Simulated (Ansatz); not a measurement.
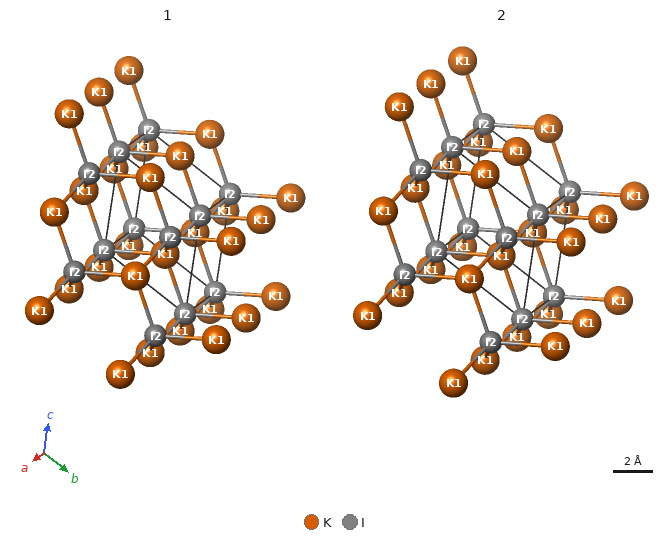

Two geometries of crystalline KI (a generated structure, set up in I-4m2), drawn at one scale. One is the start of a relaxation, the other its converged end. The picture is a ball-and-stick view of the cell of the calculation, repeated 2 × 1 × 1 with one cell outlined, seen slightly off an axis.

The calculation used DFT PBE, scalar-relativistic, plane waves, PAW (Ansatz 0.2.0). (plane-wave cutoff 420 eV; k-point mesh 6 × 6 × 6; occupations gaussian; smearing width 0.02 eV; no spin polarisation; cell and atoms relaxed; force threshold 0.01 eV/Å; at most 60 steps)

Which one is relaxed?

Structure 2 is the relaxed one. Case: Ag → K on all its sites, cell and atoms relaxed. The energy falls by 0.104 eV per cell of the calculation in 3 accepted moves (4 points after the start). All forces vanish by symmetry, so only the cell relaxes. Pressure: 1.90 GPa at the start and −0.01 GPa at the end. At 1 point the geometry stayed and the basis and grid were re-selected for the new cell (energy shift of 0.7 meV per cell of the calculation at most each time). No atom moves by more than 0.005 Å relative to the cell. Cell: a = b = c 5.329 → 5.653 Å (+6.1 %). Volume +19.4 %. Some distances before and after: K1–I2 3.262 → 3.461 Å. The space group stays F-43m (No. 216). The run took about 40 core-seconds on a shared host.
